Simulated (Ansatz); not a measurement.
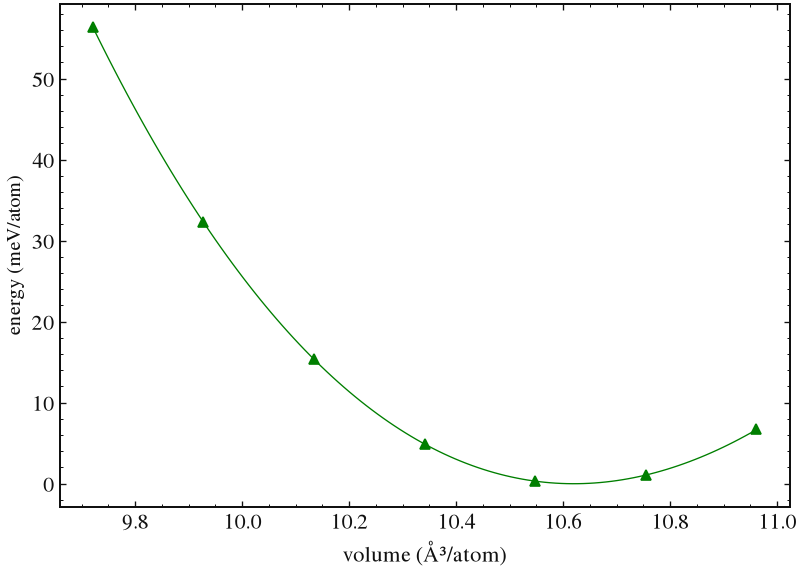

The plot gives the computed energy against volume for SiC, space group P6_3mc (No. 186).

Structure:
```yaml
crystal:
  lattice:
    - [3.07600, 0.00000, 0.00000]
    - [-1.53800, 2.66389, 0.00000]
    - [0.00000, 0.00000, 5.04800]
  atoms:
    - { symbol: Si, position: [0.66667, 0.33333, 0.50000] }
    - { symbol: Si, position: [0.33333, 0.66667, 0.00000] }
    - { symbol: C, position: [0.66667, 0.33333, 0.88500] }
    - { symbol: C, position: [0.33333, 0.66667, 0.38500] }
```

How it was computed, with Ansatz 0.2.0: plane-wave DFT, no spin polarisation; energies at scaled volumes of the given cell, shape and fractions fixed, counted from the fit's minimum, third-order Birch-Murnaghan fit. Level: rPW86-PBE with rVV10.

k mesh 10×10×5; occupations Fermi–Dirac; smearing width 0.05 eV; potentials Ansatz PAW; wave cutoff 420 eV; density cutoff 2100 eV.

From this curve and the settings, what does the calculation give for the pressure at the same points?

The pressure falls from 21.59 GPa at volume 9.72 Å³/atom to −6.11 GPa at 10.96 Å³/atom, and changes sign near 10.62 Å³/atom.

```csv
volume (Å³/atom),pressure (GPa)
9.72,21.59
9.93,15.79
10.13,10.53
10.34,5.75
10.55,1.41
10.75,-2.53
10.96,-6.11
```

Keep in mind: the functional was run on potentials made for another functional; shape and atomic fractions are frozen while scaling, which makes layered, chain and framework solids too stiff.
